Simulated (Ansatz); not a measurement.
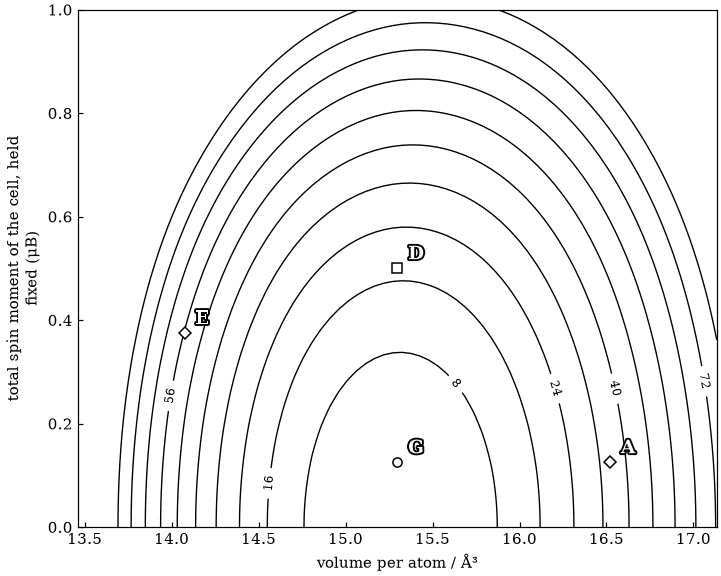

TiAl (P4/mmm, No. 123; 2 atoms in the cell). The energy is mapped over volume and a fixed ferromagnetic moment. First axis: volume per atom. Second axis: total spin moment of the cell, held fixed. Nothing is relaxed (shape and fractional coordinates fixed). The scan uses a 7 × 9 grid. Points are written as (first, second). All energies are given in meV/atom relative to the lowest grid point. The moment is held fixed and parallel; antiferromagnetic orders weren't tried. The calculation used DFT LDA, scalar-relativistic, plane waves, PAW in Ansatz 0.2.0. Settings: cutoff 520 eV, k-mesh 18×18×12 in the order of the run's cell vectors, gaussian smearing 0.15 eV.

In the figure: contour lines labelled in meV/atom (none above 80), lettered points. Between grid points the surface is interpolated.

> Is D the lowest point of the computed grid?

No. D lies 18 meV/atom above the lowest grid point, which is at (15.30 Å³, 0.000 μB).

> What kind of point is each of A, E: minimum, saddle, maximum or slope?

A: on a slope; E: on a slope. (In these two coordinates alone; a stationary point may lie a little off the grid point.)

> Rank the lettered points by energy, lowest first.

G (1.1 meV/atom), D (18 meV/atom), A (35 meV/atom), E (56 meV/atom).

PAW datasets: the set soft_1.
